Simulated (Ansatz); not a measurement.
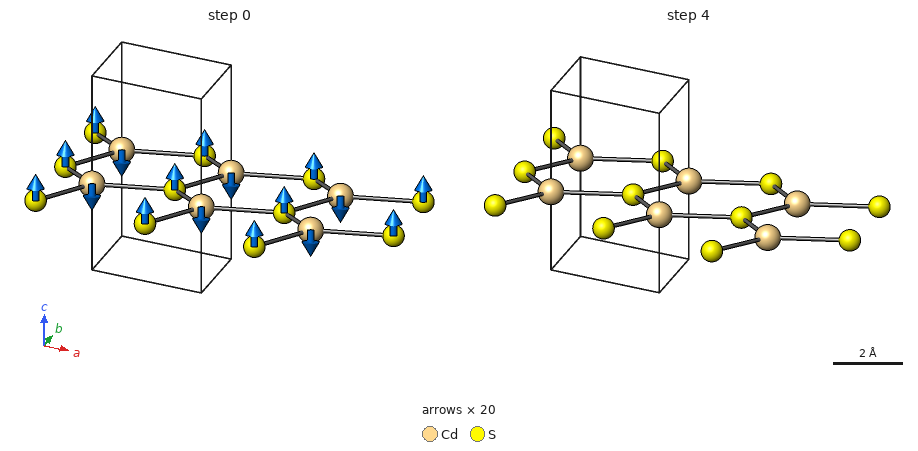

The structure of solid CdS (set up in P3m1) before (left) and after (right) a relaxation, at one scale. The blue arrows give the displacements (the part carried along by the change of the cell is left out), 20 times their true length.

A ball-and-stick model of the cell of the calculation, repeated 2 × 1 × 1 with one cell outlined, seen slightly off an axis.

All numbers below come from DFT r2SCAN, scalar-relativistic, plane waves, PAW (Ansatz). Set-up: plane-wave cutoff 500 eV; k-point mesh 9 × 9 × 6; occupations gaussian; smearing width 0.02 eV; no spin polarisation; cell and atoms relaxed; force threshold 0.005 eV/Å; at most 80 steps.

### What changed between the two?

The run was cut off at its time limit before the program reported convergence, but its last step already meets the force threshold: the largest component is 0.0044 eV/Å against 0.005 eV/Å. The pressure is within 0.05 GPa of its target. The largest moves relative to the cell, 0.040 Å, are those of Cd and S atoms. By element the largest moves are Cd 0.040 Å, S 0.040 Å. The drawn cell changes as follows: a = b 4.261 → 4.223 Å (−0.9 %), c 5.804 → 5.369 Å (−7.5 %); the volume changes by −9.2 %. Some distances before and after: Cd–S 2.461 → 2.438 Å. The space group stays P3m1 (No. 156). Over 4 geometry steps the energy falls by 11.6 meV per cell of the calculation. Largest force component: 0.016 eV/Å at the start, 0.0044 eV/Å at the end. Pressure: −0.84 GPa at the start and −0.05 GPa at the end.
